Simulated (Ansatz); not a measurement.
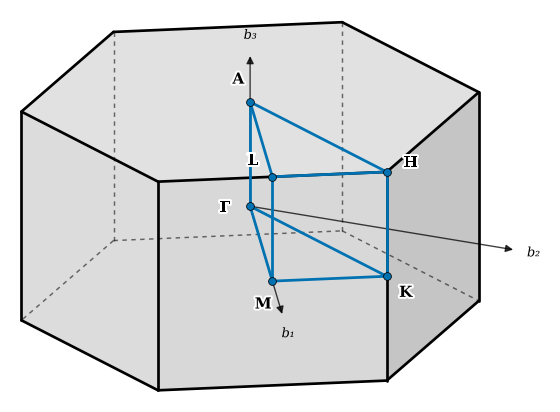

Crystal: PbI2, a calculation's input that goes back to an entry of the Crystallography Open Database (an earlier step may have relaxed or displaced it). The figure shows the first Brillouin zone with its special points and a band path. The drawing is computed from the coordinates (standard cell, symmetry found to 0.002 Å).

Labels and path follow the convention of Hinuma et al. (2017), as computed by seekpath; the arrows show the directions of the reciprocal primitive vectors b₁, b₂, b₃.

### Name the Bravais lattice of the crystal.

A primitive hexagonal lattice (hP; extended symbol hP2). The zone is a hexagonal prism in its combinatorial type: 8 faces (6 with 4 edges, 2 with 6 edges), 18 edges, 12 vertices.

### Write the standard path through the labelled points.

Γ–M–K–Γ–A–L–H–A | L–M | H–K
